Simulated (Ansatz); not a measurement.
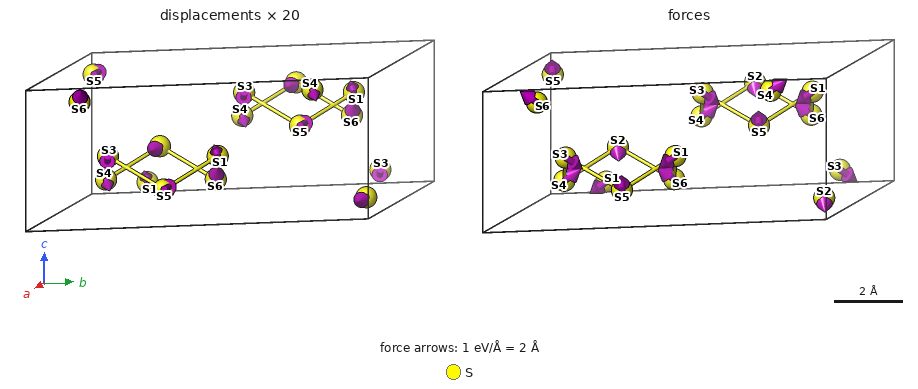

Left: crystalline S (built on the database structure type), with purple arrows for the displacements applied to it (without the part that the change of the cell carries along). Right: the displaced structure with the computed forces. Besides, the cell is strained by +3.0 % along a and none across it (volume +3.0 %). Style: ball-and-stick. Shown: the conventional cell (3 times the calculation's cell), slightly off an axis. Lengths and directions refer to the drawn axes.

Theory: Ansatz, DFT, HSE06, plane waves, PAW. Set-up: plane-wave cutoff 420 eV; k-point mesh 4 × 4 × 4; occupations fixed; no spin polarisation.

> Where do the forces point?

Atoms are displaced by up to 0.05 Å (root mean square over those that move 0.04 Å) relative to the cell: S2 0.05 Å along +a. No relaxation follows. The space group (tolerance 0.01 Å) goes from R-3 (No. 148) to P-1 (No. 2). It lowers the energy by 5.0 meV per atom. Pressure: 0.2 GPa before, −0.1 GPa after. The principal stresses (compression positive) are 1.1 GPa along c, −0.4 GPa along [1 2 0], −1.0 GPa along a. The largest forces, 0.36 eV/Å, act on 6 atoms; on S3 it points roughly along [0 1 −2]. The forces point along the displacements, not back (a soft direction, or forces left over where the reference was relaxed at another level) (cosine 0.57). The band gap goes from 2.93 to 2.87 eV.
